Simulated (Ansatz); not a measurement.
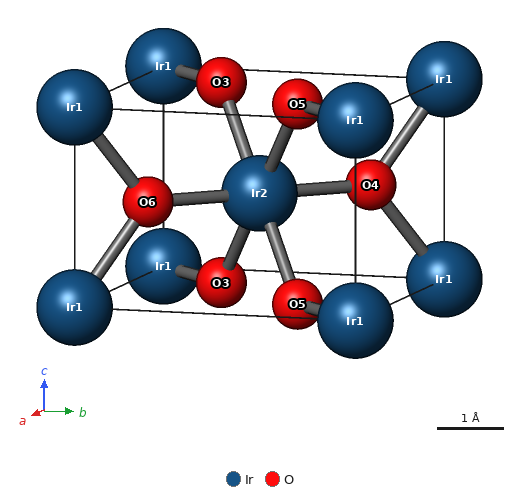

The input geometry of the first run (ball-and-stick view of the cell of the calculation, seen slightly off an axis; atoms are numbered from 1 in the order of the input). Near neighbours in the crystal (not all of them lie inside the picture): Ir has 6 O at 1.92 to 2.00 Å; O has 3 Ir at 1.92 to 2.00 Å.

# Two runs on IrO2

System: IrO2 (P4₂/mnm, 6 atoms in the cell).
Method of the first run: DFT PBEsol, scalar-relativistic, plane waves, PAW, PAW set soft_1, no spin polarisation (Ansatz 0.2.0).

The structure derives from an entry of the Crystallography Open Database. Text and figures count atoms from 1; the logs count them from 0 in places.

**Input, the first run**
```yaml
crystal:
  lattice:
    - [4.5110465182, 0.0, 0.0]
    - [0.0, 4.5110465182, 0.0]
    - [0.0, 0.0, 3.0986378534]
  atoms:
    - { symbol: Ir, position: [0.0, 0.0, 0.0] }
    - { symbol: Ir, position: [0.5, 0.5, 0.5] }
    - { symbol: O, position: [0.3013810687, 0.3013810687, 0.0] }
    - { symbol: O, position: [0.1986189313, 0.8013810687, 0.5] }
    - { symbol: O, position: [0.6986189313, 0.6986189313, 0.0] }
    - { symbol: O, position: [0.8013810687, 0.1986189313, 0.5] }
basis:
  ecutwfc: 520.0
kpoints:
  mp_grid: { grid: [10, 10, 12] }
hamiltonian:
  xc: pbesol
  pseudopotentials: { kind: paw, azcp: { folder: soft_1 } }
scf:
  occupations: { method: gaussian, width: 0.15 }
output:
  forces: true
  stress: true
  eigenvalues: true
```

Command:
```bash
ansatz run input.yaml --threads 4 --pin off --max-ram 8192MiB --backend cpu --events-out ev --progress --plain --runs-dir out
```

Hardware: 4 threads of AMD EPYC (Zen 3), 32 GiB of memory available, shared host.

**Output, shortened to warnings, some set-up lines, iterations and results (the first run)**
```
Warning: [file] the record states the generating functional pbe (its physics header spells it `PBE`), which answers neither for hamiltonian.xc's functional nor for the pbesol family's — results may be inconsistent (PPs are generated against a specific XC)
Warning: [file] the record states the generating functional pbe (its physics header spells it `PBE`), which answers neither for hamiltonian.xc's functional nor for the pbesol family's — results may be inconsistent (PPs are generated against a specific XC)
Basis set: ecut = 520 eV, 1711 PW (Γ), exchange–correlation on 72×72×48 points (8 copies of the dense FFT grid, shifted against one another)
Symmetry: 16 space group operations
k-points: 147 of 1200
Initial density: superposition of atomic densities (chi_scale 0.1, normalization cell, long waves kept (reshape's long-wave potential 0.00 eV rms))
[...]
SCF iter   1: F=—  HF=-25839.553240 eV  |F-HF|=—  |Δ(HF+E_count)|=         —  Δρ=9.29e-2  dr2=2.06e0  ethr=3.10e-3  ⟨swp⟩=5.4  Hψ=19451  notcnv=0
SCF iter   2: F=—  HF=-25839.329502 eV  |F-HF|=—  |Δ(HF+E_count)|=   2.24e-1  Δρ=5.01e-2  dr2=6.19e-1  ethr=3.10e-3  ⟨swp⟩=2.0  Hψ=6951  notcnv=0  defer=75
SCF iter   3: F=—  HF=-25839.259126 eV  |F-HF|=—  |Δ(HF+E_count)|=   7.04e-2  Δρ=5.81e-3  dr2=2.30e-2  ethr=1.07e-3  ⟨swp⟩=2.0  Hψ=6639  notcnv=0  defer=122
SCF iter   4: F=—  HF=-25839.262827 eV  |F-HF|=—  |Δ(HF+E_count)|=   3.70e-3  Δρ=1.88e-3  dr2=3.69e-3  ethr=3.97e-5  ⟨swp⟩=2.2  Hψ=8569  notcnv=0  defer=152
SCF iter   5: F=—  HF=-25839.263564 eV  |F-HF|=—  |Δ(HF+E_count)|=   7.37e-4  Δρ=5.46e-4  dr2=2.11e-4  ethr=6.36e-6  ⟨swp⟩=2.1  Hψ=7317  notcnv=0  defer=152
SCF iter   6: F=—  HF=-25839.263659 eV  |F-HF|=—  |Δ(HF+E_count)|=   9.45e-5  Δρ=1.72e-4  dr2=2.23e-5  ethr=3.64e-7  ⟨swp⟩=2.1  Hψ=7236  notcnv=0  defer=152
SCF iter   7: F=—  HF=-25839.263724 eV  |F-HF|=—  |Δ(HF+E_count)|=   6.60e-5  Δρ=3.77e-5  dr2=8.56e-7  ethr=3.85e-8  ⟨swp⟩=2.1  Hψ=7272  notcnv=0  defer=152
SCF iter   8: F=-25839.263725 eV  HF=-25839.263725 eV  |F-HF|=1.37e-8  |Δ(HF+E_count)|=   5.34e-7  Δρ=7.43e-6  dr2=2.12e-8  ethr=1.72e-10  ⟨swp⟩=10.3  Hψ=22578  notcnv=0
SCF 1 converged in 8 iterations: F = -25839.263725 eV  dr2 = 2.12e-8
SCF converged after 8 iterations
Free energy (F): -25839.263725 eV
Harris-Foulkes:  -25839.263725 eV  (|F-HF|=1.37e-8)
Internal energy: -25839.232085 eV  (E = F + TS)
E sigma→0 (E₀):  -25839.247905 eV
Entropy (-TS):   -0.031640 eV (-5.273 meV/atom)
Fermi energy:    14.690016 eV
--- Per-component energies (eV) ---
  E_band       = -453.096521
  E_kinetic    = 1747.175722
  E_local      = -4482.294271  (includes V_loc(G=0)·N_el)
  E_nonlocal   = 599.874126
  E_hartree    = 1643.753728
  E_xc         = -735.324408
  E_vxc        = -868.459571  (∫ρ·V_xc dr)
  E_paw        = -18886.853871  (= ΣΔE_a)
  E_vpaw       = -736.897498  (= ΣTr[D̂ρ^β])
  E_aug_tail   = 0.001407  (compensation charges beyond the density's cutoff)
  E_ewald      = -5726.236367
  E_core_change = 0.671848  (= ΣΔE_core)
  E_smearing   = -0.031640  (= −TS)
  E_closure    = 0.000000  (closes the sum)
  Σ components = -25839.263725   (vs F -25839.263725, Δ=0.00e0)
--- Forces (eV/Å), atoms counted from 1 ---
  atom   1  Ir     0.00000000    -0.00000000     0.00000000
  atom   2  Ir    -0.00000000     0.00000000     0.00000000
  atom   3  O      0.79179306     0.79179306     0.00000000
  atom   4  O     -0.79179306     0.79179306     0.00000000
  atom   5  O     -0.79179306    -0.79179306     0.00000000
  atom   6  O      0.79179306    -0.79179306     0.00000000
  max |Σ_I F_I| component: 4.44e-16 eV/Å
--- Stress (GPa, compression-positive) ---
        1.369989       0.000000       0.000000
        0.000000       1.369989       0.000000
        0.000000       0.000000       1.446161
  P = ⅓ Tr σ = 1.3954 GPa (13.954 kbar)
```

For the second run the input was changed thus:
```diff
-    - [4.5110465182, 0.0, 0.0]
-    - [0.0, 4.5110465182, 0.0]
-    - [0.0, 0.0, 3.0986378534]
+    - [4.6839619748, 0.0, 0.0]
+    - [0.0, 4.6839619748, 0.0]
+    - [0.0, 0.0, 2.8740790677]
```

Predict how the results change.

With the same functional and potentials, the second run lies 113.1 meV per atom higher. The pressure goes from 1.40 to 8.97 GPa. The largest force goes from 1.120 to 0.908 eV/Å. The number of SCF iterations is the same. The plane waves at Γ go from 1711 to 1715.

**Output, shortened to warnings, some set-up lines, iterations and results (the second run)**
```
Warning: [file] the record states the generating functional pbe (its physics header spells it `PBE`), which answers neither for hamiltonian.xc's functional nor for the pbesol family's — results may be inconsistent (PPs are generated against a specific XC)
Warning: [file] the record states the generating functional pbe (its physics header spells it `PBE`), which answers neither for hamiltonian.xc's functional nor for the pbesol family's — results may be inconsistent (PPs are generated against a specific XC)
Basis set: ecut = 520 eV, 1715 PW (Γ), exchange–correlation on 72×72×48 points (8 copies of the dense FFT grid, shifted against one another)
Symmetry: 16 space group operations
k-points: 147 of 1200
Initial density: superposition of atomic densities (chi_scale 0.1, normalization cell, long waves kept (reshape's long-wave potential 0.00 eV rms))
[...]
SCF iter   1: F=—  HF=-25838.972985 eV  |F-HF|=—  |Δ(HF+E_count)|=         —  Δρ=9.36e-2  dr2=2.28e0  ethr=3.10e-3  ⟨swp⟩=5.4  Hψ=19620  notcnv=0
SCF iter   2: F=—  HF=-25838.693130 eV  |F-HF|=—  |Δ(HF+E_count)|=   2.80e-1  Δρ=5.06e-2  dr2=7.29e-1  ethr=3.10e-3  ⟨swp⟩=2.0  Hψ=6947  notcnv=0  defer=39
SCF iter   3: F=—  HF=-25838.581642 eV  |F-HF|=—  |Δ(HF+E_count)|=   1.11e-1  Δρ=6.59e-3  dr2=3.53e-2  ethr=1.26e-3  ⟨swp⟩=2.9  Hψ=9457  notcnv=0  defer=139
SCF iter   4: F=—  HF=-25838.583627 eV  |F-HF|=—  |Δ(HF+E_count)|=   1.99e-3  Δρ=2.05e-3  dr2=4.84e-3  ethr=6.09e-5  ⟨swp⟩=2.0  Hψ=9281  notcnv=0  defer=152
SCF iter   5: F=—  HF=-25838.584610 eV  |F-HF|=—  |Δ(HF+E_count)|=   9.82e-4  Δρ=6.84e-4  dr2=3.54e-4  ethr=8.34e-6  ⟨swp⟩=2.1  Hψ=7337  notcnv=0  defer=152
SCF iter   6: F=—  HF=-25838.584849 eV  |F-HF|=—  |Δ(HF+E_count)|=   2.39e-4  Δρ=2.28e-4  dr2=3.76e-5  ethr=6.11e-7  ⟨swp⟩=2.1  Hψ=7321  notcnv=0  defer=152
SCF iter   7: F=—  HF=-25838.584908 eV  |F-HF|=—  |Δ(HF+E_count)|=   5.89e-5  Δρ=5.03e-5  dr2=1.06e-6  ethr=6.49e-8  ⟨swp⟩=2.1  Hψ=7587  notcnv=0  defer=152
SCF iter   8: F=-25838.584909 eV  HF=-25838.584909 eV  |F-HF|=2.18e-8  |Δ(HF+E_count)|=   8.69e-7  Δρ=9.25e-6  dr2=3.27e-8  ethr=1.72e-10  ⟨swp⟩=10.8  Hψ=24512  notcnv=0
SCF 1 converged in 8 iterations: F = -25838.584909 eV  dr2 = 3.27e-8
SCF converged after 8 iterations
Free energy (F): -25838.584909 eV
Harris-Foulkes:  -25838.584909 eV  (|F-HF|=2.18e-8)
Internal energy: -25838.549958 eV  (E = F + TS)
E sigma→0 (E₀):  -25838.567434 eV
Entropy (-TS):   -0.034951 eV (-5.825 meV/atom)
Fermi energy:    14.668404 eV
--- Per-component energies (eV) ---
  E_band       = -455.130154
  E_kinetic    = 1751.574157
  E_local      = -4615.012597  (includes V_loc(G=0)·N_el)
  E_nonlocal   = 600.973137
  E_hartree    = 1707.506808
  E_xc         = -736.314556
  E_vxc        = -869.752398  (∫ρ·V_xc dr)
  E_paw        = -18887.683522  (= ΣΔE_a)
  E_vpaw       = -737.921826  (= ΣTr[D̂ρ^β])
  E_aug_tail   = 0.001427  (compensation charges beyond the density's cutoff)
  E_ewald      = -5660.266660
  E_core_change = 0.671848  (= ΣΔE_core)
  E_smearing   = -0.034951  (= −TS)
  E_closure    = 0.000000  (closes the sum)
  Σ components = -25838.584909   (vs F -25838.584909, Δ=0.00e0)
--- Forces (eV/Å), atoms counted from 1 ---
  atom   1  Ir     0.00000000    -0.00000000     0.00000000
  atom   2  Ir    -0.00000000    -0.00000000    -0.00000000
  atom   3  O     -0.64229427    -0.64229427     0.00000000
  atom   4  O      0.64229427    -0.64229427     0.00000000
  atom   5  O      0.64229427     0.64229427    -0.00000000
  atom   6  O     -0.64229427     0.64229427    -0.00000000
  max |Σ_I F_I| component: 1.11e-16 eV/Å
--- Stress (GPa, compression-positive) ---
       -5.517599      -0.000000       0.000000
       -0.000000      -5.517599      -0.000000
        0.000000      -0.000000      37.945735
  P = ⅓ Tr σ = 8.9702 GPa (89.702 kbar)
```

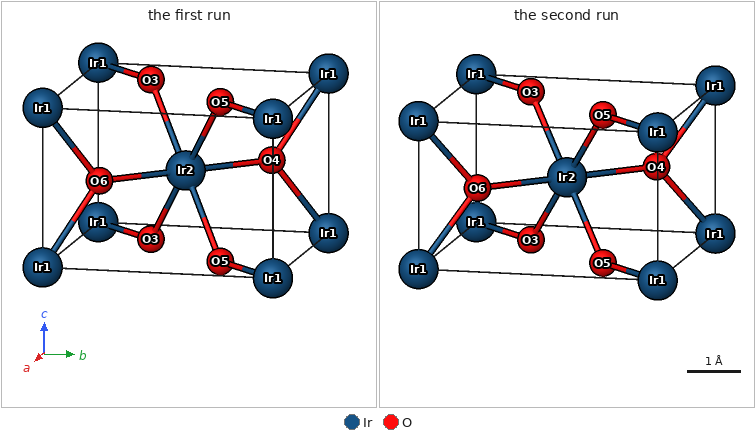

The two input geometries at one scale (ball-and-stick view of the cell of the calculation, seen slightly off an axis). The atoms keep their places relative to the cell (all moves are under 0.005 Å). The drawn cell changes at constant volume: a = b 4.511 → 4.684 Å (+3.8 %), c 3.099 → 2.874 Å (−7.2 %). Among the contacts that change: Ir1–O3 1.923 → 1.996 Å, Ir1–O4 2.001 → 1.948 Å.

**The two runs side by side**

| quantity | the first run | the second run |
| --- | --- | --- |
| outcome | converged | converged |
| free energy per atom (eV) | −4306.5440 | −4306.4308 |
| energy per atom, smearing taken to zero (eV) | −4306.5413 | −4306.4279 |
| gap on the mesh (eV) | 0.00 | 0.00 |
| pressure (GPa) | 1.40 | 8.97 |
| largest force (eV/Å) | 1.120 | 0.908 |
| SCF iterations | 8 | 8 |
| irreducible k-points | 147 | 147 |
| plane waves at Γ | 1711 | 1715 |
| wall time (shared host) | 3.9 s | 4 s |

For both runs: Warnings: the PAW datasets were made with another functional. Spin–orbit coupling is left out, which matters for Ir.
